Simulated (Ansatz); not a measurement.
Here is a crystal structure:

```cif
data_structure
_symmetry_space_group_name_H-M 'P 1'
_symmetry_Int_Tables_number 1
_cell_length_a 3.2794
_cell_length_b 3.2794
_cell_length_c 5.2932
_cell_angle_alpha 90.000
_cell_angle_beta 90.000
_cell_angle_gamma 120.000
_cell_volume 49.30
loop_
_atom_site_label
_atom_site_type_symbol
_atom_site_fract_x
_atom_site_fract_y
_atom_site_fract_z
_atom_site_occupancy
Zn1 Zn 0.66667 0.33333 0.49940 1
Zn2 Zn 0.33333 0.66667 0.99940 1
O1 O 0.66667 0.33333 0.12029 1
O2 O 0.33333 0.66667 0.62029 1
```

Q: Characterise the structure given above.

A: The structure is one of ZnO. Its lattice is primitive hexagonal, its space group P6_3mc (No. 186). The arrangement is known as wurtzite. Cell content 2 Zn, 2 O; Z = 2. Zn bonds to four O in a tetrahedral arrangement at 2.00 to 2.01 Å. O is linked to four Zn in a tetrahedral arrangement at 2.00 to 2.01 Å. The bonds build a three-dimensional framework.

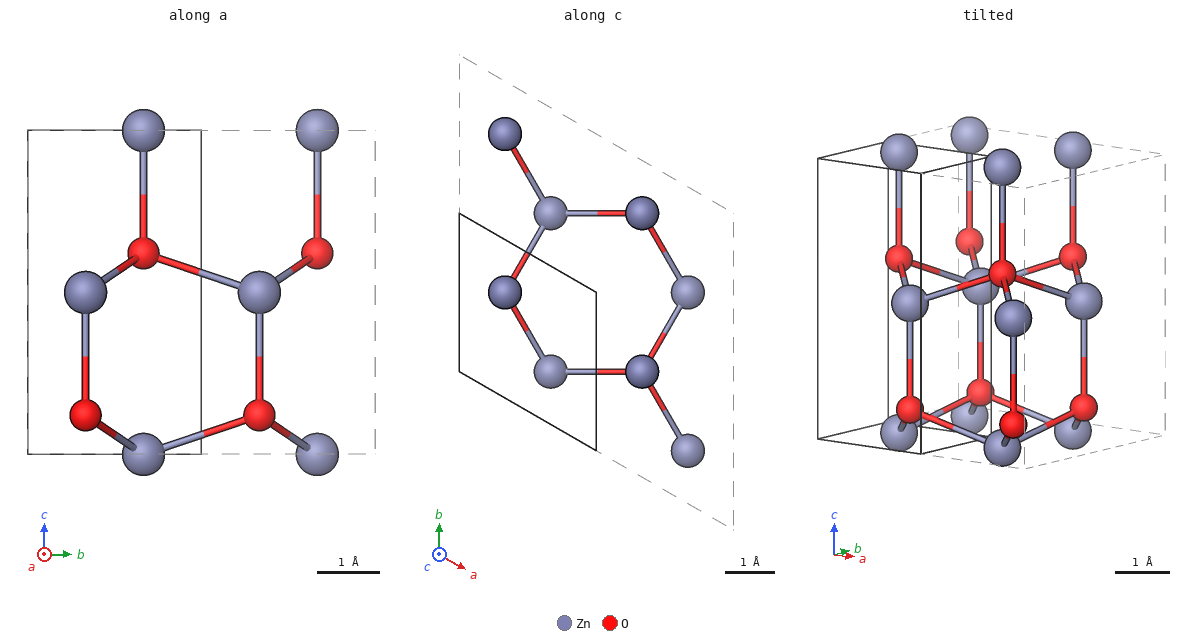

Drawn in the ball-and-stick manner and seen along the a axis, along the c axis and slightly off an axis. The solid frame is a single conventional unit cell within a 2×2×1 block. Colours: zinc blue, oxygen red.

It goes back to a structure listed in the Materials Project, with elements exchanged, so it need not be a known form of the compound. What is shown is the relaxed result from DFT PBE, scalar-relativistic, plane waves, PAW in Ansatz 0.2.0.
